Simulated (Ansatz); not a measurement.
# C: a changed input and its effect

System: C (6 atoms in the cell).
Method of the first run: DFT, PBE, dispersion d4, plane waves, PAW, no spin polarisation (Ansatz 0.2.0).

The structure derives from a Materials Project entry. Text and figures count atoms from 1; the logs count them from 0 in places.

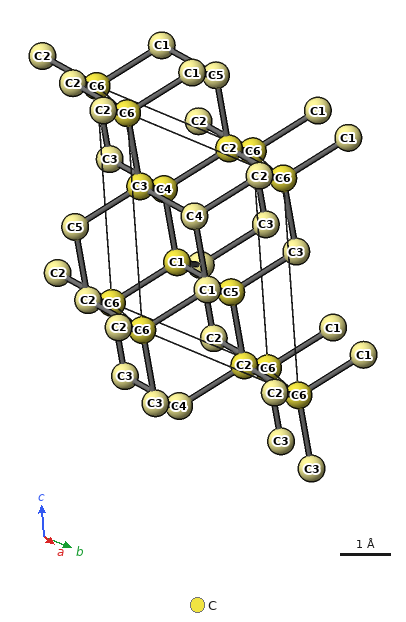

The input geometry (ball-and-stick view of the cell of the calculation, seen slightly off an axis; neighbours outside the cell are drawn fainter; atoms are numbered from 1 in the order of the input). Near neighbours in the crystal (not all of them lie inside the picture): C has 4 C at 1.55 Å.

## Input, the first run
```yaml
crystal:
  lattice:
    - [0.0, 1.7858181871, -1.7858181871]
    - [3.5716363742, 0.0, 0.0]
    - [-1.7858181871, -3.5716363742, -1.7858181871]
  atoms:
    - { symbol: C, position: [0.1666666667, 0.4166666667, 0.3333333333] }
    - { symbol: C, position: [0.5, 0.75, 0.0] }
    - { symbol: C, position: [0.8333333333, 0.0833333333, 0.6666666667] }
    - { symbol: C, position: [0.3333333333, 0.3333333333, 0.6666666667] }
    - { symbol: C, position: [0.6666666667, 0.6666666667, 0.3333333333] }
    - { symbol: C, position: [1.0, 0.0, 1.0] }
  symmetry: { detect: false }
basis:
  ecutwfc: 420
kpoints:
  mp_grid: { grid: [10, 10, 10] }
hamiltonian:
  xc: pbe
  dispersion: d4
scf:
  occupations: { method: gaussian, width: 0.02 }
output:
  forces: true
  eigenvalues: true
  stress: true
```

Launched with:
```bash
ansatz run input.yaml --threads 1 --pin off --max-ram 2560MiB --backend cpu --events-out ev --progress --plain --runs-dir out
```

Hardware: 1 thread of Arm Neoverse N1, 80 GiB of memory available, shared host.

## Output, shortened to warnings, some set-up lines, iterations and results (the first run)
```
Basis set: ecut = 420 eV, 673 PW (Γ), exchange–correlation on 36×48×60 points (8 copies of the dense FFT grid, shifted against one another)
Symmetry: 1 space group operations
k-points: 504 of 1000 (time reversal used)
Initial density: superposition of atomic densities (neutral atoms: chi_scale 0, normalization atom), corrected by the library's trained network
[...]
SCF iter   1: F=—  HF=-1506.121708 eV  |F-HF|=—  |Δ(HF+E_count)|=         —  Δρ=1.86e-3  dr2=3.84e-4  ethr=1.77e-3  ⟨swp⟩=6.0  Hψ=46142  notcnv=0
SCF iter   2: F=—  HF=-1506.121576 eV  |F-HF|=—  |Δ(HF+E_count)|=   1.31e-4  Δρ=8.56e-4  dr2=5.89e-5  ethr=1.60e-6  ⟨swp⟩=2.2  Hψ=19855  notcnv=0  defer=359
SCF iter   3: F=—  HF=-1506.121716 eV  |F-HF|=—  |Δ(HF+E_count)|=   1.40e-4  Δρ=1.17e-4  dr2=7.96e-7  ethr=2.46e-7  ⟨swp⟩=2.1  Hψ=13615  notcnv=0  defer=100
SCF iter   4: F=-1506.121720 eV  HF=-1506.121720 eV  |F-HF|=5.87e-8  |Δ(HF+E_count)|=   3.69e-6  Δρ=1.36e-5  dr2=7.86e-8  ethr=3.32e-9  ⟨swp⟩=2.0  Hψ=14390  notcnv=0  …
SCF iter   5: F=-1506.121720 eV  HF=-1506.121720 eV  |F-HF|=1.30e-8  |Δ(HF+E_count)|=   1.45e-8  Δρ=6.13e-6  dr2=1.74e-8  ethr=3.28e-10  ⟨swp⟩=2.0  Hψ=13537  notcnv=0  …
SCF iter   6: F=-1506.121720 eV  HF=-1506.121720 eV  |F-HF|=1.21e-10  |Δ(HF+E_count)|=   3.94e-9  Δρ=1.65e-6  dr2=6.81e-10  ethr=7.23e-11  ⟨swp⟩=3.4  Hψ=31426  notcnv=0
SCF 1 converged in 6 iterations: F = -1506.121720 eV  dr2 = 6.81e-10
SCF converged after 6 iterations
Free energy (F): -1506.121720 eV
Harris-Foulkes:  -1506.121720 eV  (|F-HF|=1.21e-10)
Internal energy: -1506.121720 eV  (E = F + TS)
E sigma→0 (E₀):  -1506.121720 eV
Fermi energy:    15.326994 eV
--- Per-component energies (eV) ---
  E_band       = 102.947367
  E_kinetic    = 552.757770
  E_local      = -368.100770  (includes V_loc(G=0)·N_el)
  E_nonlocal   = 159.799994
  E_hartree    = 80.478189
  E_xc         = -292.073334
  E_vxc        = -362.581081  (∫ρ·V_xc dr)
  E_paw        = -595.256058  (= ΣΔE_a)
  E_vpaw       = -39.885024  (= ΣTr[D̂ρ^β])
  E_aug_tail   = 0.000054  (compensation charges beyond the density's cutoff)
  E_ewald      = -1042.453025
  E_disp       = -1.274541  (pairwise vdW)
  E_smearing   = -0.000000  (= −TS)
  E_closure    = -0.000000  (closes the sum)
  Σ components = -1506.121720   (vs F -1506.121720, Δ=0.00e0)
--- Forces (eV/Å), atoms counted from 1 ---
  atom   1  C      0.00003453    -0.00001671    -0.00001716
  atom   2  C      0.00003916     0.00000985     0.00000901
  atom   3  C      0.00006099     0.00000715     0.00000673
  atom   4  C     -0.00003976     0.00000866     0.00000860
  atom   5  C     -0.00004931    -0.00000887    -0.00000906
  atom   6  C     -0.00004734    -0.00000062    -0.00000115
  max |Σ_I F_I| component: 3.03e-6 eV/Å
--- Stress (GPa, compression-positive) ---
       -5.262317      -0.000001       0.000003
       -0.000001      -5.264764       0.000550
        0.000003       0.000550      -5.264764
  P = ⅓ Tr σ = -5.2639 GPa (-52.639 kbar)
```

The input of the second run differs as follows (lines with − go, lines with + come):
```diff
-  symmetry: { detect: false }
+  band_path: { path: [VBM, CBM], npoints: 2 }
-  dispersion: d4
+checkpoint:
+  read: start.run
+  write: ck
+  compress: false
+  write_wavefunctions: false
+  write_every: 100000
```

What does this change do to the results?

The total energies belong to different models, so their difference says nothing on which is more stable or more accurate. The pressure goes from −5.26 to −0.02 GPa. The dispersion correction adds attraction between all atoms, which pulls the cell inwards and lowers the pressure. The irreducible k-points go from 504 to 171. On the same kind of shared host the second run took about 0.35 times as long.

## Output, shortened to warnings, some set-up lines, iterations and results (the second run)
```
Basis set: ecut = 420 eV, 673 PW (Γ), exchange–correlation on 36×48×60 points (8 copies of the dense FFT grid, shifted against one another)
Symmetry: 24 space group operations
k-points: 171 of 1000
Initial density: read from a saved state, or passed on in memory by an earlier SCF of this step, an earlier step, the calling program or the single point that the run made first
[...]
SCF iter   1: F=—  HF=-1504.847179 eV  |F-HF|=—  |Δ(HF+E_count)|=         —  Δρ=1.69e-7  dr2=2.74e-12  ethr=6.85e-9  ⟨swp⟩=4.1  Hψ=24944  notcnv=0
SCF iter   2: F=-1504.847180 eV  HF=-1504.847180 eV  |F-HF|=4.32e-12  |Δ(HF+E_count)|=   9.72e-7  Δρ=2.25e-7  dr2=1.17e-11  ethr=1.00e-12  ⟨swp⟩=5.4  Hψ=10742  notcnv=0
SCF 1 converged in 2 iterations: F = -1504.847180 eV  dr2 = 1.17e-11
NSCF: frozen V_eff on 46 k-points
NSCF: frozen V_eff on 46 k-points
NSCF: frozen V_eff on 46 k-points
NSCF: frozen V_eff on 46 k-points
NSCF: frozen V_eff on 46 k-points
NSCF: frozen V_eff on 3 k-points
NSCF: frozen V_eff on 16 k-points
NSCF: frozen V_eff on 24 k-points
NSCF: frozen V_eff on 14 k-points
NSCF: frozen V_eff on 18 k-points
NSCF: frozen V_eff on 26 k-points
NSCF: frozen V_eff on 16 k-points
NSCF: frozen V_eff on 11 k-points
NSCF: frozen V_eff on 14 k-points
NSCF: frozen V_eff on 12 k-points
NSCF: frozen V_eff on 9 k-points
NSCF: frozen V_eff on 6 k-points
NSCF: frozen V_eff on 4 k-points
NSCF: frozen V_eff on 2 k-points
NSCF: frozen V_eff on 2 k-points
NSCF: frozen V_eff on 2 k-points
NSCF: frozen V_eff on 3 k-points
SCF converged after 2 iterations
Free energy (F): -1504.847180 eV
Harris-Foulkes:  -1504.847180 eV  (|F-HF|=4.32e-12)
Internal energy: -1504.847180 eV  (E = F + TS)
E sigma→0 (E₀):  -1504.847180 eV
Fermi energy:    15.326987 eV
--- Per-component energies (eV) ---
  E_band       = 102.947253
  E_kinetic    = 552.757793
  E_local      = -368.100829  (includes V_loc(G=0)·N_el)
  E_nonlocal   = 159.800025
  E_hartree    = 80.478201
  E_xc         = -292.073334
  E_vxc        = -362.581080  (∫ρ·V_xc dr)
  E_paw        = -595.256065  (= ΣΔE_a)
  E_vpaw       = -39.885053  (= ΣTr[D̂ρ^β])
  E_aug_tail   = 0.000054  (compensation charges beyond the density's cutoff)
  E_ewald      = -1042.453025
  E_smearing   = -0.000000  (= −TS)
  E_closure    = 0.000000  (closes the sum)
  Σ components = -1504.847180   (vs F -1504.847180, Δ=0.00e0)
--- Forces (eV/Å), atoms counted from 1 ---
  atom   1  C      0.00004557    -0.00000000    -0.00000000
  atom   2  C      0.00004557    -0.00000000    -0.00000000
  atom   3  C      0.00004557    -0.00000000    -0.00000000
  atom   4  C     -0.00004557     0.00000000     0.00000000
  atom   5  C     -0.00004557     0.00000000     0.00000000
  atom   6  C     -0.00004557     0.00000000     0.00000000
  max |Σ_I F_I| component: 4.63e-18 eV/Å
--- Stress (GPa, compression-positive) ---
       -0.021266      -0.000000       0.000000
        0.000000      -0.023715       0.000559
        0.000000       0.000559      -0.023715
  P = ⅓ Tr σ = -0.0229 GPa (-0.229 kbar)
```

## The two runs side by side

| quantity | the first run | the second run |
| --- | --- | --- |
| outcome | converged | converged |
| free energy per atom (eV) | −251.0203 | −250.8079 |
| gap on the mesh (eV) | 4.17 | 4.17 |
| pressure (GPa) | −5.26 | −0.02 |
| largest force (eV/Å) | 0.000 | 0.000 |
| irreducible k-points | 504 | 171 |
| plane waves at Γ | 673 | 673 |
| wall time (shared host) | 49 s | 17 s |

For the first run: The cell is under a tension of 5.3 GPa at this level, so it is not at its equilibrium volume.
